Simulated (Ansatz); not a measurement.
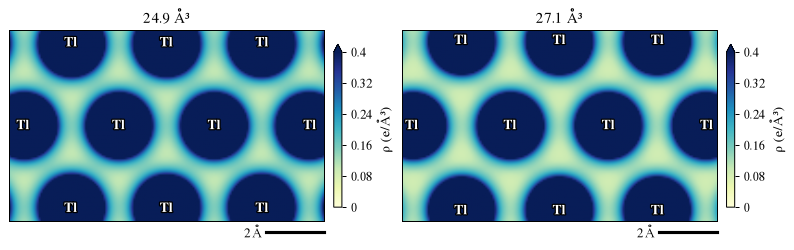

Tl. The valence charge density (pseudo) of cells scaled evenly to different volumes (given per atom above each panel), on the (001) plane of each (indices in the axes of the cell below), at one length scale and on one colour scale.

A generated structure, not necessarily the stable one; computed without spin polarisation.

Level of theory: Ansatz 0.2.0, DFT, LDA (PW92), plane waves (420 eV) with PAW, scalar-relativistic.

In a PAW calculation such maps are meaningful between the atoms, not at the nuclei.

The largest cell:

```xyz
1
Lattice="0.0000 2.3847 2.3847 2.3847 0.0000 2.3847 2.3847 2.3847 0.0000" Properties=species:S:1:pos:R:3 pbc="T T T"
Tl    0.0000    0.0000    0.0000
```

| volume (Å³/atom) | Tl–Tl contact in the plane (Å) | ρ at its midpoint (e/Å³) | 
| --- | --- | --- |
| 24.95 | 3.280 | 0.151 | 
| 26.04 | 3.327 | ? | 
| 27.12 | 3.372 | 0.130 | 

> Estimate the missing row, and compare with the calculation.

Over the known rows ln ρ falls by 1.63 per Å of Tl–Tl distance (the line through the two), which gives 0.140 e/Å³ at 3.327 Å; the calculation gives 0.140 e/Å³.
